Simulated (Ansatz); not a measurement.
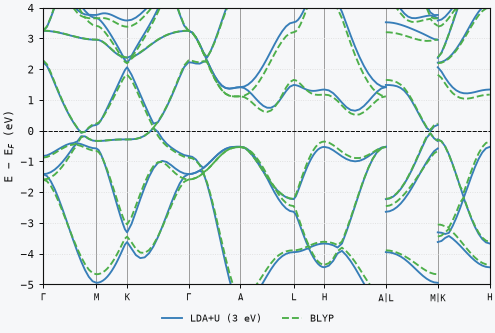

Band structures of TiC, space group P-6m2 (No. 187), 2 atoms in the cell (a = 3.042 Å, c = 2.698 Å (hexagonal axes)), by two methods on the same cell. Each is counted from its own Fermi level.

### How do the methods compare?

Both give a metal. Levels within 1 eV of the Fermi level differ by 0.06 eV on average and by 0.23 eV at most (between H and A). Filled levels 1 to 5 eV under it lie 0.08 eV higher on average in BLYP than in LDA+U (3 eV).

Settings. LDA+U (3 eV): Ti d U = 3 eV, Ansatz PAW, no spin polarisation, no spin-orbit coupling, 10×10×10 k mesh, 420 eV cutoff, Fermi-Dirac smearing of 0.05 eV (Ansatz). BLYP: Ansatz PAW, no spin polarisation, no spin-orbit coupling, 10×10×10 k mesh, 420 eV cutoff, Fermi-Dirac smearing of 0.05 eV (Ansatz).

The cell is at −8 GPa in LDA+U (3 eV) and 7 GPa in BLYP. The bands overlap only a little at an even electron count, and semilocal functionals can close small gaps, so the real material need not be a metal. The PAW data sets were made with another functional. The usual form of TiC is rocksalt.
